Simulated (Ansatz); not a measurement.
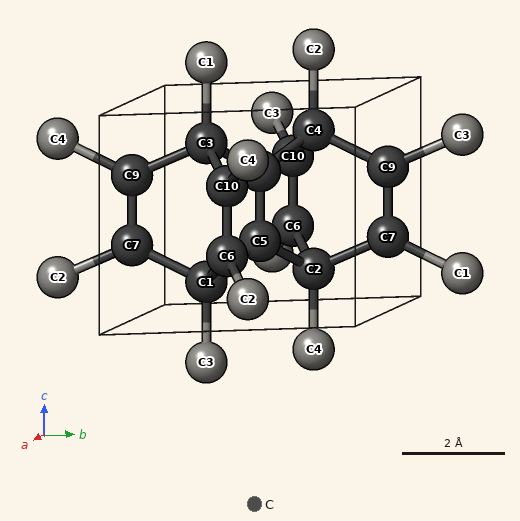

Fig. 1: The structure as given in the input (ball-and-stick view of the cell of the calculation, seen slightly off an axis; neighbours outside the cell are drawn fainter; atoms are numbered from 1 in the order of the input). Near neighbours in the crystal (not all of them lie inside the picture): C has 4 C at 1.60 to 1.65 Å; C has 3 C at 1.38 to 1.65 Å.

## Mending a single-point calculation on C

System: C (P6/mmm, 10 atoms in the cell).
Method of run 1: DFT, PBE, plane waves, PAW (Ansatz 0.2.0).

The structure derives from an entry of the Crystallography Open Database. Text and figures count atoms from 1; the logs count them from 0 in places.

**The input, run 1**
```yaml
crystal:
  lattice:
    - [5.2241437313, 0.0, 0.0]
    - [-2.6120718657, 4.5242411843, 0.0]
    - [0.0, 0.0, 4.3393809795]
  atoms:
    - { symbol: C, position: [0.6666666667, 0.3333333333, 0.1839325] }
    - { symbol: C, position: [0.3333333333, 0.6666666667, 0.1839325] }
    - { symbol: C, position: [0.6666666667, 0.3333333333, 0.8160675] }
    - { symbol: C, position: [0.3333333333, 0.6666666667, 0.8160675] }
    - { symbol: C, position: [0.5, 0.5, 0.3404600926] }
    - { symbol: C, position: [0.0, 0.5, 0.3404600926] }
    - { symbol: C, position: [0.5, 0.0, 0.3404600926] }
    - { symbol: C, position: [0.5, 0.5, 0.6595399074] }
    - { symbol: C, position: [0.5, 0.0, 0.6595399074] }
    - { symbol: C, position: [0.0, 0.5, 0.6595399074] }
basis:
  ecutwfc: "20 eV"
kpoints:
  mp_grid: { grid: [12, 12, 10] }
hamiltonian:
  xc: pbe
scf:
  occupations: { method: gaussian, width: 0.15 }
  max_iter: 80
output:
  forces: true
  eigenvalues: true
  stress: true
```

Command:
```bash
ansatz run input.yaml --threads 2 --pin off --max-ram 5120MiB --backend cpu --events-out ev --progress --plain --runs-dir out
```

Hardware: 2 threads of Intel Xeon @ 2.50GHz (Skylake/Cascade Lake), 64 GiB of memory available, shared host.

**Output (run 1)**
```
Error: inconsistent input (basis.ecutwfc, kpoints): the smallest per-k basis holds n_pw = 15 plane waves (k-point 3, counted from 0 among those solved) but the deck needs at least 21 band(s) per channel, and no run solves more bands than the smallest per-k basis has plane waves; raise basis.ecutwfc until the smallest per-k basis, which caps the automatic band count, holds at least 21 plane waves
```

**What went wrong, and how is the input to be mended?**

A setting was made wrong on purpose: a cutoff far too low (`basis.ecutwfc`). The plane-wave basis is far from complete, so energies, forces and above all the stress are wrong. The program refused the input: “inconsistent input (basis.ecutwfc, kpoints): the smallest per-k basis holds n_pw = 15 plane waves (k-point 3, counted from 0 among those solved) but the deck needs at least 21 band(s) per channel, and no run solves more bands than the smallest per-k basis has plane waves …”

A run of the same system that converges differs from this input as follows (lines with − go, lines with + come):
```diff
-  ecutwfc: "20 eV"
+  ecutwfc: 420
-  max_iter: 80
```

**Output, shortened to warnings, some set-up lines, iterations and results (run 2)**
```
Basis set: ecut = 420 eV, 2001 PW (Γ), exchange–correlation on 72×72×60 points (8 copies of the dense FFT grid, shifted against one another)
Symmetry: 24 space group operations
k-points: 114 of 1440
Initial density: superposition of atomic densities (neutral atoms: chi_scale 0, normalization atom), corrected by the library's trained network
[...]
SCF iter   1: F=—  HF=-2501.617831 eV  |F-HF|=—  |Δ(HF+E_count)|=         —  Δρ=1.49e-2  dr2=3.68e-1  ethr=1.77e-3  ⟨swp⟩=5.7  Hψ=15417  notcnv=0  defer=30
SCF iter   2: F=—  HF=-2501.524808 eV  |F-HF|=—  |Δ(HF+E_count)|=   9.30e-2  Δρ=6.73e-3  dr2=4.43e-2  ethr=9.19e-4  ⟨swp⟩=2.0  Hψ=5659  notcnv=0  defer=394
SCF iter   3: F=—  HF=-2501.516480 eV  |F-HF|=—  |Δ(HF+E_count)|=   8.33e-3  Δρ=2.53e-3  dr2=7.10e-3  ethr=1.11e-4  ⟨swp⟩=2.7  Hψ=4822  notcnv=0  defer=296
SCF iter   4: F=—  HF=-2501.516077 eV  |F-HF|=—  |Δ(HF+E_count)|=   4.03e-4  Δρ=4.94e-4  dr2=6.34e-4  ethr=1.78e-5  ⟨swp⟩=2.7  Hψ=4768  notcnv=0  defer=296
SCF iter   5: F=—  HF=-2501.516211 eV  |F-HF|=—  |Δ(HF+E_count)|=   1.34e-4  Δρ=1.56e-4  dr2=4.21e-5  ethr=1.58e-6  ⟨swp⟩=2.8  Hψ=5012  notcnv=0  defer=296
SCF iter   6: F=—  HF=-2501.516149 eV  |F-HF|=—  |Δ(HF+E_count)|=   6.17e-5  Δρ=2.46e-5  dr2=6.61e-7  ethr=1.05e-7  ⟨swp⟩=2.2  Hψ=4912  notcnv=0  defer=314
SCF iter   7: F=-2501.516149 eV  HF=-2501.516149 eV  |F-HF|=2.21e-8  |Δ(HF+E_count)|=   5.18e-7  Δρ=3.09e-6  dr2=1.04e-8  ethr=2.50e-10  ⟨swp⟩=10.8  Hψ=17314  notcnv=0
SCF 1 converged in 7 iterations: F = -2501.516149 eV  dr2 = 1.04e-8
SCF converged after 7 iterations
Free energy (F): -2501.516149 eV
Harris-Foulkes:  -2501.516149 eV  (|F-HF|=2.21e-8)
Internal energy: -2501.516053 eV  (E = F + TS)
E sigma→0 (E₀):  -2501.516101 eV
Entropy (-TS):   -0.000096 eV (-0.010 meV/atom)
Fermi energy:    5.745652 eV
--- Per-component energies (eV) ---
  E_band       = -105.963979
  E_kinetic    = 857.729314
  E_local      = -1710.403527  (includes V_loc(G=0)·N_el)
  E_nonlocal   = 261.000399
  E_hartree    = 561.726081
  E_xc         = -466.341095
  E_vxc        = -576.759981  (∫ρ·V_xc dr)
  E_paw        = -987.685067  (= ΣΔE_a)
  E_vpaw       = -60.981939  (= ΣTr[D̂ρ^β])
  E_aug_tail   = 0.000080  (compensation charges beyond the density's cutoff)
  E_ewald      = -1017.542237
  E_smearing   = -0.000096  (= −TS)
  E_closure    = -0.000000  (closes the sum)
  Σ components = -2501.516149   (vs F -2501.516149, Δ=0.00e0)
--- Forces (eV/Å), atoms counted from 1 ---
  atom   1  C      0.00000000     0.00000000     0.45380339
  atom   2  C     -0.00000000    -0.00000000     0.45380339
  atom   3  C      0.00000000     0.00000000    -0.45380339
  atom   4  C     -0.00000000    -0.00000000    -0.45380339
  atom   5  C     -0.00000000     0.00000000     1.43331289
  atom   6  C      0.00000000    -0.00000000     1.43331289
  atom   7  C     -0.00000000     0.00000000     1.43331289
  atom   8  C      0.00000000    -0.00000000    -1.43331289
  atom   9  C      0.00000000     0.00000000    -1.43331289
  atom  10  C      0.00000000    -0.00000000    -1.43331289
  max |Σ_I F_I| component: 2.22e-16 eV/Å
--- Stress (GPa, compression-positive) ---
      -33.881287      -0.000000       0.000000
       -0.000000     -33.881287       0.000000
        0.000000       0.000000     -35.352961
  P = ⅓ Tr σ = -34.3718 GPa (-343.718 kbar)
```

**The two runs side by side**

| quantity | run 1 | run 2 |
| --- | --- | --- |
| outcome | refused | converged |
| free energy per atom (eV) | – | −250.1516 |
| gap on the mesh (eV) | – | 0.43 |
| pressure (GPa) | – | −34.37 |
| volume per atom (Å³) | – | 10.26 |
| largest force (eV/Å) | – | 1.433 |
| SCF iterations | – | 7 |
| irreducible k-points | – | 114 |
| plane waves at Γ | – | 2001 |

Notes on run 2: The cell is under a tension of 34 GPa at this level, so it is not at its equilibrium volume.
